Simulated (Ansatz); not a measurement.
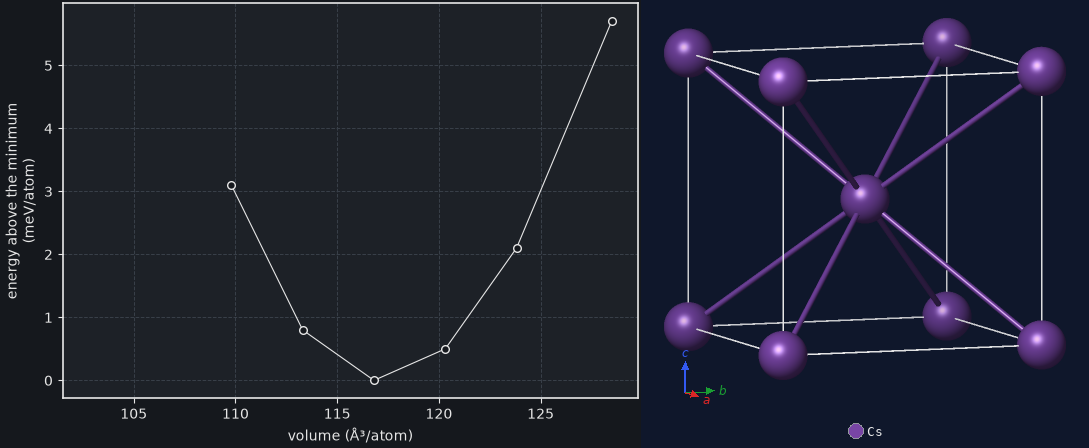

The picture above shows the energy above the minimum against volume for Cs, space group Im-3m (No. 229). The conventional cell is drawn beside the plot.

Cell as given: a = 5.334 Å, b = 5.334 Å, c = 5.334 Å, α = 109.47°, β = 109.47°, γ = 109.47°; 1 atom.

Calculation (Ansatz 0.2.0): third-order Birch-Murnaghan fit to density functional energies at scaled volumes of the given relaxed cell, shape and atoms relaxed at each volume; energies count from the fitted minimum; plane waves with PAW datasets, Γ-centred k mesh. Level: PBE, no spin polarisation.

- wave cutoff: 420 eV
- k mesh: 10×10×10
- occupations: Gaussian
- smearing width: 0.1 eV

The points at volume 102.8 Å³/atom and 106.3 Å³/atom are left out of the plot. What values does the calculation give there?

```
volume (Å³/atom)  energy above the minimum (meV/atom)
           102.8                                 12.8
           106.3                                  7.0
```
